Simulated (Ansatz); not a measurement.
System: MgI2.

Input

```
crystal:
  lattice:
    - [4.1537001214, 0.0, 0.0]
    - [-2.0768500607, 3.5972098248, 0.0]
    - [0.0, 0.0, 6.862]
  atoms:
    - { symbol: Mg, position: [-0.0312742391, -0.0625484781, 0.0327892743] }
    - { symbol: I, position: [0.3333333333, 0.6666666667, 0.75763] }
    - { symbol: I, position: [0.6666666667, 0.3333333333, 0.24237] }
basis:
  ecutwfc: 420
kpoints:
  mp_grid: { grid: [6, 6, 4] }
hamiltonian:
  xc: pbesol
scf:
  occupations: { method: gaussian, width: 0.05 }
output:
  forces: true
  stress: true
  eigenvalues: true
  write_density: true
  write_potential: true
  elf: true
  volumetric_format: npy
```

Command:

```sh
ansatz run input.yaml --threads 1 --pin off --max-ram 2560MiB --backend cpu --events-out ev --progress --plain --runs-dir out
```

Below, planes, directions and counts refer to the conventional cell (a = 7.19 Å, b = 4.15 Å, c = 6.86 Å, α = 90.00°, β = 90.00°, γ = 90.00°).

Space group Cm; changed on purpose from its base cell (atom 1 (Mg) moved by (-0.225, +0.225) A along y and z); not relaxed (largest force 1.6 eV/Å).

Method: DFT PBEsol, scalar-relativistic, plane waves, PAW (Ansatz).

> What can the converged valence pseudo-density and electron localisation function tell about the bonding?

Mg–I (2.90 Å): the density is about 0.26 e/Å³ at the midpoint; the ELF peaks at about 0.80 in the valence shell of I, 1.3 Å from its nucleus, and falls to about 0.05 next to Mg; a closed-shell, largely ionic contact.

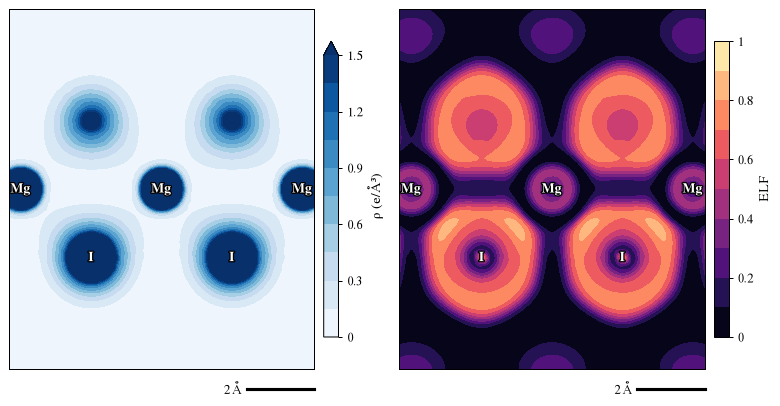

Computed valence pseudo-density and electron localisation function on the (101̄) plane of the conventional cell, in this order. Atoms just off the plane (I, 0.7 Å away) can leave unmarked features too.

In a PAW calculation such maps are meaningful between the atoms, not at the nuclei.
